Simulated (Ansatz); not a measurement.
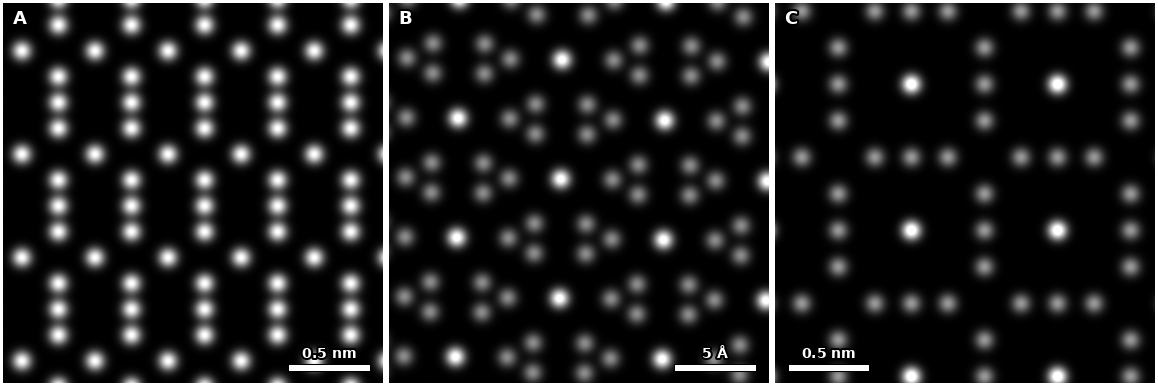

Three views of Hg (Pm-3n, No. 223) along different zone axes. The image is simulated as a sum over atoms of Z^1.8, blurred by a 0.98 Å probe (no channelling). Atomic positions: a calculation's starting geometry; the starting structure was generated, so it need not be a known form of this composition.

```cif
data_structure
_symmetry_space_group_name_H-M 'Pm-3n'
_symmetry_Int_Tables_number 223
_cell_length_a 9.2004
_cell_length_b 9.2004
_cell_length_c 9.2004
_cell_angle_alpha 90.000
_cell_angle_beta 90.000
_cell_angle_gamma 90.000
_cell_volume 778.78
loop_
_atom_site_label
_atom_site_type_symbol
_atom_site_symmetry_multiplicity
_atom_site_Wyckoff_symbol
_atom_site_fract_x
_atom_site_fract_y
_atom_site_fract_z
_atom_site_occupancy
Hg1 Hg 2 a 0.00000 0.00000 0.00000 1
Hg2 Hg 6 c 0.25000 0.00000 0.50000 1
```

**Match the panels to the zone axes [001], [110] and [111].**

A is [110]: projected cell 4.60 × 6.51 Å, 90°, plane group p2mm. B is [111]: projected cell 7.51 × 7.51 Å, 120°, plane group p6mm. C is [001]: projected cell 9.20 × 9.20 Å, 90°, plane group p4mm.
